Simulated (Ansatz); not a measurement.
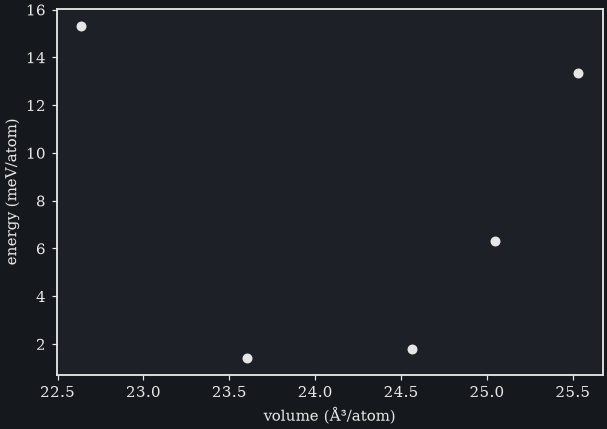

The plot gives the computed energy against volume for GaSb, space group Immm (No. 71).

Cell as given: a = 4.236 Å, b = 4.236 Å, c = 4.236 Å, α = 136.91°, β = 101.69°, γ = 93.85°; 2 atoms.

Computed with Ansatz 0.2.0: all-electron LAPW DFT, no spin polarisation; energies at scaled volumes of the given cell, shape and fractions fixed, counted from the fit's minimum, third-order Birch-Murnaghan fit. Level: PBE.

| setting | value |
| --- | --- |
| k mesh | 10×10×10 |
| occupations | Fermi–Dirac |
| smearing width | 0.05 eV |
| potentials | all electron LAPW, scalar relativistic |
| program settings | basis error eV/atom 0.0005 |

The points at volume 23.12 Å³/atom and 24.08 Å³/atom are left out of the plot. What values does the calculation give there?

```
volume (Å³/atom)  energy (meV/atom)
           23.12               6.37
           24.08               0.01
```

Note: shape and atomic fractions are frozen while scaling, which makes layered, chain and framework solids too stiff.
